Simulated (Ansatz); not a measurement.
**GaN: geometry relaxation (part 1 of 2)**

System: GaN (slab, 6 atoms in the cell).
Method: DFT PBE, scalar-relativistic, plane waves, PAW, PAW set soft_1, no spin polarisation (Ansatz 0.2.0).

The structure derives from a Materials Project entry. The input holds or restrains some coordinates. Figures and captions count atoms from 1; the log counts them from 0 in places.

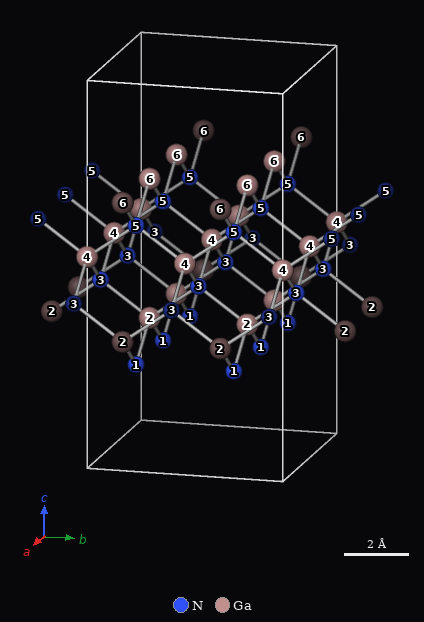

*The starting structure (ball-and-stick view of the 2 × 2 repeat of the cell, with the vacuum cut short, seen slightly off an axis; neighbours outside the cell are drawn fainter; atoms are numbered from 1 in the order of the input).*

Near neighbours in the crystal (not all of them lie inside the picture): N has 2 Ga at 1.97 Å; Ga has 4 N at 1.97 Å; N has 4 Ga at 1.97 Å; Ga has 2 N at 1.97 Å.

### Key numbers

- outcome: converged under the restraints of the input
- electrons treated: 54
- free energy: −12498.3505 eV
- work function, top face: 5.04 eV
- work function, bottom face: 8.31 eV
- Fermi energy: −0.943 eV
- gap on the k-point mesh: none (metallic)
- final volume: 203.67 Å³
- work function (upper face): 5.04 eV
- largest force (length of the vector) at the end, held atoms and coordinates included: 2.136 eV/Å
- hardware: 2 threads of Intel Xeon (Sapphire Rapids), 32 GiB of memory available, shared host
- wall time: 27 s (CPU time 54 s)
- peak memory: 0.55 GiB

Notes on the run: the exchange-correlation potential is rough where the density is thin.

### Input
```yaml
crystal:
  lattice:
    - [3.2165072845, 0.0, 0.0]
    - [0.0, 3.2165072845, 0.0]
    - [0.0, 0.0, 19.6860352815]
  atoms:
    - { symbol: "N", position: [0.0, 0.5, 0.3555820103] }
    - { symbol: Ga, position: [0.5, 0.5, 0.4133492062] }
    - { symbol: "N", position: [0.5, 0.0, 0.4711164021] }
    - { symbol: Ga, position: [0.0, 0.0, 0.5288835979] }
    - { symbol: "N", position: [0.0, 0.5, 0.5866507938] }
    - { symbol: Ga, position: [0.5, 0.5, 0.6444179897] }
basis:
  ecutwfc: 420
kpoints:
  mp_grid: { grid: [8, 8, 1] }
hamiltonian:
  xc: pbe
  pseudopotentials: { kind: paw, azcp: { folder: soft_1 } }
scf:
  occupations: { method: gaussian, width: 0.05 }
output:
  forces: true
  eigenvalues: true
  write_density: true
  write_potential: true
  elf: true
  volumetric_format: npy
relax:
  adjacent_minimum: "off"
  f_tol: 0.03
  max_steps: 50
  constraints: [{ sites: [0, 1, 2] }]
efield:
  axis: 3
  dipole_correction: true
  ramp_width: 0.04
```

Launched with:
```bash
ansatz run input.yaml --threads 2 --pin off --max-ram 6144MiB --backend cpu --events-out ev --progress --plain --runs-dir out
```

### Log
```
Engine: ansatz 0.2.0, x86_64-unknown-linux-gnu
Pseudopotentials: kind: paw
Pseudopotential: N, paw, valence charge 5, recommended cutoff 420 eV (normal), [file]
Pseudopotential: Ga, paw, valence charge 13, recommended cutoff 420 eV (normal), [file]
Functional definition: PBE
  parameter kappa = 0.804
  parameter beta = 0.06672455060314922
  exchange = pbe_x(kappa = kappa, mu = beta*pi^2/3)
  correlation = pbe_c(beta = beta)
Crystal: 6 atoms, lattice volume = 203.670 Å³
Basis set: ecut = 420 eV, 3993 PW (Γ), exchange–correlation on 48×48×270 points (8 copies of the dense FFT grid, shifted against one another)
Bands: 33, of which v1, the nominal top of the filled ones, is band 27 counted from 1 (26 counted from 0)
Symmetry: 4 space group operations
Space group: Pmm2 (ITA 25), of the structure as read, at distance tolerance 5.9e-5 Å
k-points: 25 of 64
Non-local potential: N, projectors of the file, l = 0: 2, l = 1: 2, l = 2: 1
Non-local potential: Ga, projectors of the file, l = 0: 2, l = 1: 2, l = 2: 3, l = 3: 1
PAW form: soft (Blöchl's): semilocal exchange-correlation on the pseudo side does not see the compensation charge
PAW one-centre angular grid: N, 110 points (default); XC on 64 Gauss nodes
PAW one-centre angular grid: Ga, 590 points (default); XC on 64 Gauss nodes
Initial density: superposition of atomic densities (neutral atoms: chi_scale 0, normalization atom)
Initial wavefunctions: pseudopotential atomic-orbital guess
Functional: x = pbe(κ = 0.804, μ = 0.2195149727645171), c = pbe(β = 0.06672455060314922)
SCF iter   1: F=—  HF=-12505.343894 eV  |F-HF|=—  |Δ(HF+E_count)|=         —  Δρ=1.03e-1  dr2=8.31e1  ethr=3.10e-3  p=-0.000 e·Å  D=-9.32e-7 V/Å  ΔV_dip=0.00 eV  dr2_dipole=3.32e1  V_vac-E_F(+/−)=8.34/8.34 eV  ⟨swp⟩=7.4  Hψ=3785  notcnv=0  defer=1
efield: sawtooth ramp at fractional position 0.9800 (placed from the atoms, in the widest stretch of the axis that holds none; the zero of the levels goes with the place), width 0.0400; the density the first Hamiltonian is built on has a dipole p = -0.000 e·Å; the dipole correction subtracts the counter field D = -9.32e-7 V/Å, which shifts the + side's vacuum level by +0.00 eV against the − side's; the planar-averaged density in the ramp window peaks in size at 4.4e-6 e/Å³
preconditioner: auto → LDOS  [metal: Δε(μ)=0.039 eV  Ē_g=14.534 eV  σ=0.050 eV  W_gap=0.41  n_scr=40 (ndim 8)  ℏωp=19.1 eV  f_vac=0.556  D(μ)=1.00/eV (n_scr^D=4)  β→1.0]
SCF iter   2: F=—  HF=-12527.845209 eV  |F-HF|=—  |Δ(HF+E_count)|=    2.25e1  Δρ=1.92e-1  dr2=6.58e2  ethr=3.10e-3  p=0.739 e·Å  D=6.57e-1 V/Å  ΔV_dip=-12.93 eV  dr2_dipole=4.60e2  V_vac-E_F(+/−)=-2.20/10.72 eV  ⟨swp⟩=9.0  Hψ=3336  notcnv=0  defer=38  recentre
SCF iter   3: F=—  HF=-12498.968583 eV  |F-HF|=—  |Δ(HF+E_count)|=    2.89e1  Δρ=3.77e-2  dr2=4.79e0  ethr=3.10e-3  p=0.103 e·Å  D=9.15e-2 V/Å  ΔV_dip=-1.80 eV  dr2_dipole=1.38e0  V_vac-E_F(+/−)=6.77/8.50 eV  ⟨swp⟩=5.2  Hψ=2974  notcnv=0  defer=35
SCF iter   4: F=—  HF=-12498.525763 eV  |F-HF|=—  |Δ(HF+E_count)|=   4.43e-1  Δρ=2.20e-2  dr2=6.44e0  ethr=3.10e-3  p=0.099 e·Å  D=8.81e-2 V/Å  ΔV_dip=-1.73 eV  dr2_dipole=2.20e0  V_vac-E_F(+/−)=6.77/8.49 eV  ⟨swp⟩=3.3  Hψ=1361  notcnv=0  defer=37
SCF iter   5: F=—  HF=-12498.362220 eV  |F-HF|=—  |Δ(HF+E_count)|=   1.64e-1  Δρ=1.08e-2  dr2=1.19e0  ethr=3.10e-3  p=0.234 e·Å  D=2.08e-1 V/Å  ΔV_dip=-4.09 eV  dr2_dipole=5.55e-1  V_vac-E_F(+/−)=4.37/8.45 eV  ⟨swp⟩=3.4  Hψ=1242  notcnv=0  defer=37
SCF iter   6: F=—  HF=-12498.345518 eV  |F-HF|=—  |Δ(HF+E_count)|=   1.67e-2  Δρ=5.74e-3  dr2=2.18e-1  ethr=2.20e-3  p=0.229 e·Å  D=2.03e-1 V/Å  ΔV_dip=-4.00 eV  dr2_dipole=1.20e-2  V_vac-E_F(+/−)=4.39/8.38 eV  ⟨swp⟩=2.2  Hψ=1006  notcnv=0  defer=35
SCF iter   7: F=—  HF=-12498.335184 eV  |F-HF|=—  |Δ(HF+E_count)|=   1.03e-2  Δρ=6.34e-3  dr2=2.42e-1  ethr=4.03e-4  p=0.146 e·Å  D=1.30e-1 V/Å  ΔV_dip=-2.55 eV  dr2_dipole=5.12e-2  V_vac-E_F(+/−)=5.86/8.42 eV  ⟨swp⟩=3.1  Hψ=1062  notcnv=0  defer=37
SCF iter   8: F=—  HF=-12498.333210 eV  |F-HF|=—  |Δ(HF+E_count)|=   1.97e-3  Δρ=5.79e-3  dr2=4.07e-1  ethr=4.03e-4  p=0.127 e·Å  D=1.13e-1 V/Å  ΔV_dip=-2.22 eV  dr2_dipole=1.09e-1  V_vac-E_F(+/−)=6.18/8.41 eV  ⟨swp⟩=2.3  Hψ=910  notcnv=0  defer=36
SCF iter   9: F=—  HF=-12498.327455 eV  |F-HF|=—  |Δ(HF+E_count)|=   5.75e-3  Δρ=3.54e-3  dr2=1.58e-1  ethr=4.03e-4  p=0.125 e·Å  D=1.11e-1 V/Å  ΔV_dip=-2.18 eV  dr2_dipole=2.87e-2  V_vac-E_F(+/−)=6.21/8.40 eV  ⟨swp⟩=1.9  Hψ=908  notcnv=0  defer=36
SCF iter  10: F=—  HF=-12498.320365 eV  |F-HF|=—  |Δ(HF+E_count)|=   7.09e-3  Δρ=1.54e-3  dr2=3.08e-2  ethr=2.92e-4  p=0.174 e·Å  D=1.55e-1 V/Å  ΔV_dip=-3.05 eV  dr2_dipole=1.61e-2  V_vac-E_F(+/−)=5.30/8.35 eV  ⟨swp⟩=3.5  Hψ=1022  notcnv=0  defer=37
SCF iter  11: F=—  HF=-12498.319620 eV  |F-HF|=—  |Δ(HF+E_count)|=   7.45e-4  Δρ=4.30e-4  dr2=7.07e-4  ethr=5.71e-5  p=0.182 e·Å  D=1.62e-1 V/Å  ΔV_dip=-3.19 eV  dr2_dipole=4.79e-5  V_vac-E_F(+/−)=5.14/8.33 eV  ⟨swp⟩=1.8  Hψ=921  notcnv=0  defer=36
SCF iter  12: F=—  HF=-12498.319717 eV  |F-HF|=—  |Δ(HF+E_count)|=   9.73e-5  Δρ=2.10e-4  dr2=2.69e-4  ethr=1.31e-6  p=0.185 e·Å  D=1.64e-1 V/Å  ΔV_dip=-3.23 eV  dr2_dipole=6.98e-5  V_vac-E_F(+/−)=5.09/8.32 eV  ⟨swp⟩=2.2  Hψ=1238  notcnv=0  defer=36
SCF iter  13: F=—  HF=-12498.319728 eV  |F-HF|=—  |Δ(HF+E_count)|=   1.12e-5  Δρ=1.33e-4  dr2=5.93e-5  ethr=4.98e-7  p=0.185 e·Å  D=1.65e-1 V/Å  ΔV_dip=-3.24 eV  dr2_dipole=3.05e-6  V_vac-E_F(+/−)=5.07/8.31 eV  ⟨swp⟩=1.9  Hψ=1061  notcnv=0  defer=35
SCF iter  14: F=-12498.319719 eV  HF=-12498.319727 eV  |F-HF|=8.46e-6  |Δ(HF+E_count)|=   8.93e-7  Δρ=6.52e-5  dr2=1.31e-5  ethr=4.17e-8  p=0.185 e·Å  D=1.65e-1 V/Å  ΔV_dip=-3.24 eV  dr2_dipole=9.53e-7  V_vac-E_F(+/−)=5.06/8.30 eV  ⟨swp⟩=23.0  Hψ=10103  notcnv=0
SCF 1 converged in 14 iterations: F = -12498.319719 eV  dr2 = 1.31e-5
  greatest PAW one-centre occupation: 0.995 electrons in one spin orbital (limit 2), on the Ga atom at site 3 (counted from 0), in its partial waves of l = 2
relax step   1: F+E_penalty+E_count = -12498.31971886 eV  Δ(F+E_penalty+E_count) = +0.000e0 eV  max|allowed force component| = 9.673e-1 eV/Å  Δτ_max = 0.0000 Å  (14 SCF iters, dr2 threshold 2.25e-5 eV, accepted)
Initial density: handed on by an earlier stage of this run
Initial wavefunctions: those handed on with the density
iter 1 solved again at ethr=1.04e-5 eV; its pass at ethr=3.10e-3 eV (dr2=5.60e-3 eV) is discarded
SCF iter   1: F=—  HF=-12498.346167 eV  |F-HF|=—  |Δ(HF+E_count)|=         —  Δρ=2.41e-3  dr2=5.69e-3  ethr=1.04e-5  p=0.185 e·Å  D=1.65e-1 V/Å  ΔV_dip=-3.24 eV  dr2_dipole=5.59e-4  V_vac-E_F(+/−)=5.07/8.31 eV  ⟨swp⟩=2.0  Hψ=2564  notcnv=0  defer=36
efield: sawtooth ramp at fractional position 0.9800 (handed on by an earlier solve), width 0.0400; the density the first Hamiltonian is built on has a dipole p = 0.185 e·Å; the dipole correction subtracts the counter field D = 1.65e-1 V/Å, which shifts the + side's vacuum level by -3.24 eV against the − side's; the planar-averaged density in the ramp window peaks in size at 5.7e-6 e/Å³
preconditioner: auto → LDOS  [metal: Δε(μ)=0.046 eV  Ē_g=14.552 eV  σ=0.050 eV  W_gap=0.46  n_scr=40 (ndim 8)  ℏωp=19.1 eV  f_vac=0.561  D(μ)=5.87/eV (n_scr^D=42)  β→1.0]
SCF iter   2: F=—  HF=-12498.345394 eV  |F-HF|=—  |Δ(HF+E_count)|=   7.73e-4  Δρ=5.63e-4  dr2=3.47e-3  ethr=1.04e-5  p=0.186 e·Å  D=1.65e-1 V/Å  ΔV_dip=-3.25 eV  dr2_dipole=1.42e-3  V_vac-E_F(+/−)=5.05/8.30 eV  ⟨swp⟩=2.0  Hψ=1573  notcnv=0  defer=36
SCF iter   3: F=—  HF=-12498.345331 eV  |F-HF|=—  |Δ(HF+E_count)|=   6.28e-5  Δρ=2.10e-4  dr2=3.40e-4  ethr=6.43e-6  p=0.186 e·Å  D=1.65e-1 V/Å  ΔV_dip=-3.25 eV  dr2_dipole=1.13e-4  V_vac-E_F(+/−)=5.05/8.30 eV  ⟨swp⟩=1.2  Hψ=796  notcnv=0  defer=36
SCF iter   4: F=—  HF=-12498.345351 eV  |F-HF|=—  |Δ(HF+E_count)|=   2.02e-5  Δρ=1.80e-4  dr2=4.79e-5  ethr=1.08e-7  p=0.186 e·Å  D=1.65e-1 V/Å  ΔV_dip=-3.25 eV  dr2_dipole=1.77e-8  V_vac-E_F(+/−)=5.05/8.30 eV  ⟨swp⟩=18.4  Hψ=9443  notcnv=0
SCF iter   5: F=-12498.345322 eV  HF=-12498.345339 eV  |F-HF|=1.78e-5  |Δ(HF+E_count)|=   1.20e-5  Δρ=6.90e-5  dr2=2.09e-5  ethr=8.88e-8  p=0.186 e·Å  D=1.65e-1 V/Å  ΔV_dip=-3.25 eV  dr2_dipole=1.36e-6  V_vac-E_F(+/−)=5.05/8.30 eV  ⟨swp⟩=14.8  Hψ=9232  notcnv=0
SCF 2 converged in 5 iterations: F = -12498.345322 eV  dr2 = 2.09e-5
relax step   2: F+E_penalty+E_count = -12498.34532165 eV  Δ(F+E_penalty+E_count) = -2.560e-2 eV  max|allowed force component| = 4.189e-1 eV/Å  Δτ_max = 0.0266 Å  (5 SCF iters, dr2 threshold 5.85e-5 eV, accepted)
SCF iter   1: F=—  HF=-12498.350670 eV  |F-HF|=—  |Δ(HF+E_count)|=         —  Δρ=1.78e-3  dr2=3.09e-3  ethr=3.96e-5  p=0.186 e·Å  D=1.65e-1 V/Å  ΔV_dip=-3.25 eV  dr2_dipole=5.38e-4  V_vac-E_F(+/−)=5.05/8.31 eV  ⟨swp⟩=2.9  Hψ=2067  notcnv=0  defer=36
efield: sawtooth ramp at fractional position 0.9800 (handed on by an earlier solve), width 0.0400; the density the first Hamiltonian is built on has a dipole p = 0.186 e·Å; the dipole correction subtracts the counter field D = 1.65e-1 V/Å, which shifts the + side's vacuum level by -3.25 eV against the − side's; the planar-averaged density in the ramp window peaks in size at 7.7e-6 e/Å³
preconditioner: auto → LDOS  [insulator: Δε(μ)=0.055 eV  Ē_g=14.543 eV  σ=0.050 eV  W_gap=0.56  n_scr=40 (ndim 8)  ℏωp=19.1 eV  f_vac=0.561  D(μ)=5.36/eV (n_scr^D=40)  ε∞_Penn≈2.7  β→1.0]
SCF iter   2: F=—  HF=-12498.350334 eV  |F-HF|=—  |Δ(HF+E_count)|=   3.36e-4  Δρ=4.76e-4  dr2=1.17e-3  ethr=5.73e-6  p=0.187 e·Å  D=1.66e-1 V/Å  ΔV_dip=-3.26 eV  dr2_dipole=4.32e-4  V_vac-E_F(+/−)=5.04/8.31 eV  ⟨swp⟩=2.0  Hψ=1600  notcnv=0  defer=36
SCF iter   3: F=—  HF=-12498.350320 eV  |F-HF|=—  |Δ(HF+E_count)|=   1.36e-5  Δρ=2.46e-4  dr2=1.39e-4  ethr=2.17e-6  p=0.187 e·Å  D=1.66e-1 V/Å  ΔV_dip=-3.27 eV  dr2_dipole=3.27e-5  V_vac-E_F(+/−)=5.04/8.31 eV  ⟨swp⟩=2.5  Hψ=1435  notcnv=0  defer=36
SCF iter   4: F=—  HF=-12498.350321 eV  |F-HF|=—  |Δ(HF+E_count)|=   5.57e-7  Δρ=1.56e-4  dr2=2.58e-5  ethr=2.58e-7  p=0.187 e·Å  D=1.66e-1 V/Å  ΔV_dip=-3.27 eV  dr2_dipole=2.59e-7  V_vac-E_F(+/−)=5.04/8.31 eV  ⟨swp⟩=2.0  Hψ=1429  notcnv=0  defer=36
SCF iter   5: F=-12498.350311 eV  HF=-12498.350313 eV  |F-HF|=2.08e-6  |Δ(HF+E_count)|=   7.51e-6  Δρ=4.70e-5  dr2=6.03e-6  ethr=2.03e-8  p=0.187 e·Å  D=1.66e-1 V/Å  ΔV_dip=-3.27 eV  dr2_dipole=1.33e-7  V_vac-E_F(+/−)=5.04/8.31 eV  ⟨swp⟩=18.4  Hψ=9472  notcnv=0
SCF 3 converged in 5 iterations: F = -12498.350311 eV  dr2 = 6.03e-6
relax step   3: F+E_penalty+E_count = -12498.35031138 eV  Δ(F+E_penalty+E_count) = -4.990e-3 eV  max|allowed force component| = 5.577e-2 eV/Å  Δτ_max = 0.0203 Å  (5 SCF iters, dr2 threshold 1.10e-5 eV, accepted)
SCF iter   1: F=—  HF=-12498.350473 eV  |F-HF|=—  |Δ(HF+E_count)|=         —  Δρ=3.73e-4  dr2=2.12e-3  ethr=1.32e-6  p=0.187 e·Å  D=1.66e-1 V/Å  ΔV_dip=-3.27 eV  dr2_dipole=9.60e-4  V_vac-E_F(+/−)=5.04/8.31 eV  ⟨swp⟩=2.0  Hψ=2011  notcnv=0  defer=24
efield: sawtooth ramp at fractional position 0.9800 (handed on by an earlier solve), width 0.0400; the density the first Hamiltonian is built on has a dipole p = 0.187 e·Å; the dipole correction subtracts the counter field D = 1.66e-1 V/Å, which shifts the + side's vacuum level by -3.27 eV against the − side's; the planar-averaged density in the ramp window peaks in size at 7.7e-6 e/Å³
preconditioner: auto → LDOS  [insulator: Δε(μ)=0.056 eV  Ē_g=14.541 eV  σ=0.050 eV  W_gap=0.56  n_scr=40 (ndim 8)  ℏωp=19.1 eV  f_vac=0.561  D(μ)=5.30/eV (n_scr^D=32)  ε∞_Penn≈2.7  β→1.0]
SCF iter   2: F=—  HF=-12498.350400 eV  |F-HF|=—  |Δ(HF+E_count)|=   7.28e-5  Δρ=1.23e-4  dr2=5.29e-5  ethr=1.32e-6  p=0.187 e·Å  D=1.66e-1 V/Å  ΔV_dip=-3.27 eV  dr2_dipole=1.09e-5  V_vac-E_F(+/−)=5.04/8.31 eV  ⟨swp⟩=1.2  Hψ=1031  notcnv=0  defer=27
SCF iter   3: F=—  HF=-12498.350470 eV  |F-HF|=—  |Δ(HF+E_count)|=   7.02e-5  Δρ=9.09e-5  dr2=1.28e-5  ethr=9.80e-8  p=0.187 e·Å  D=1.66e-1 V/Å  ΔV_dip=-3.27 eV  dr2_dipole=3.44e-7  V_vac-E_F(+/−)=5.04/8.31 eV  ⟨swp⟩=2.1  Hψ=1082  notcnv=0  defer=27
SCF iter   4: F=—  HF=-12498.350469 eV  |F-HF|=—  |Δ(HF+E_count)|=   1.30e-6  Δρ=3.24e-5  dr2=5.20e-6  ethr=2.36e-8  p=0.187 e·Å  D=1.66e-1 V/Å  ΔV_dip=-3.28 eV  dr2_dipole=2.55e-7  V_vac-E_F(+/−)=5.04/8.31 eV  ⟨swp⟩=2.0  Hψ=1416  notcnv=0  defer=27
SCF iter   5: F=—  HF=-12498.350470 eV  |F-HF|=—  |Δ(HF+E_count)|=   1.21e-6  Δρ=1.62e-5  dr2=1.68e-6  ethr=9.63e-9  p=0.187 e·Å  D=1.66e-1 V/Å  ΔV_dip=-3.28 eV  dr2_dipole=2.99e-8  V_vac-E_F(+/−)=5.04/8.31 eV  ⟨swp⟩=1.8  Hψ=1296  notcnv=0  defer=27
SCF iter   6: F=—  HF=-12498.350470 eV  |F-HF|=—  |Δ(HF+E_count)|=   1.95e-7  Δρ=9.96e-6  dr2=4.14e-7  ethr=3.12e-9  p=0.187 e·Å  D=1.66e-1 V/Å  ΔV_dip=-3.28 eV  dr2_dipole=1.11e-8  V_vac-E_F(+/−)=5.04/8.31 eV  ⟨swp⟩=2.2  Hψ=1369  notcnv=0  defer=27
SCF iter   7: F=-12498.350471 eV  HF=-12498.350470 eV  |F-HF|=1.48e-7  |Δ(HF+E_count)|=   6.74e-8  Δρ=4.30e-6  dr2=6.94e-8  ethr=1.85e-10  p=0.187 e·Å  D=1.66e-1 V/Å  ΔV_dip=-3.28 eV  dr2_dipole=2.50e-9  V_vac-E_F(+/−)=5.04/8.31 eV  ⟨swp⟩=13.1  Hψ=7586  notcnv=0
SCF 4 converged in 7 iterations: F = -12498.350471 eV  dr2 = 6.94e-8
relax step   4: F+E_penalty+E_count = -12498.35047050 eV  Δ(F+E_penalty+E_count) = -1.591e-4 eV  max|allowed force component| = 1.014e-2 eV/Å  Δτ_max = 0.0025 Å  (7 SCF iters, accepted)
```
